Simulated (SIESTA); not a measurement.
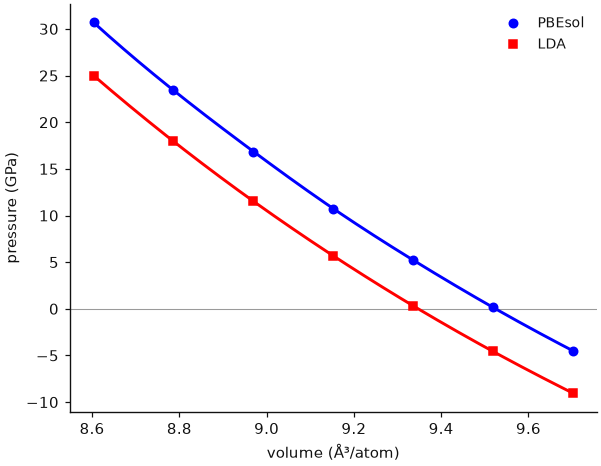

The picture above shows the pressure against volume, with one curve for each functional, for C (space group C2/m).

Calculation (SIESTA 5.4.2): DFT in numerical atomic orbitals with pseudopotentials, no spin polarisation; energies at scaled volumes of the given cell, shape and fractions fixed, counted from the fit's minimum, third-order Birch-Murnaghan fit. All runs: no spin polarisation.

- k mesh: 13×13×8
- occupations: Fermi–Dirac
- smearing width: 0.05 eV
- potentials: PseudoDojo 0.4 standard, converted to PSML, two zetas on semicore shells

Order the curves by fitted equilibrium volume, smallest first.

LDA 9.347, PBEsol 9.524 Å³/atom.

Order the curves by fitted bulk modulus, smallest first.

PBEsol 252.1, LDA 259.5 GPa.

Note: mulliken charges of long orbitals; shape and atomic fractions are frozen while scaling, which makes layered, chain and framework solids too stiff.

The computed values:

PBEsol:
| volume (Å³/atom) | pressure (GPa) |
| --- | --- |
| 8.6036 | 30.69 |
| 8.7866 | 23.42 |
| 8.9697 | 16.86 |
| 9.1527 | 10.74 |
| 9.3358 | 5.22 |
| 9.5188 | 0.15 |
| 9.7019 | −4.50 |

LDA:
| volume (Å³/atom) | pressure (GPa) |
| --- | --- |
| 8.6036 | 25.00 |
| 8.7866 | 17.95 |
| 8.9697 | 11.53 |
| 9.1527 | 5.68 |
| 9.3358 | 0.32 |
| 9.5188 | −4.57 |
| 9.7019 | −9.04 |
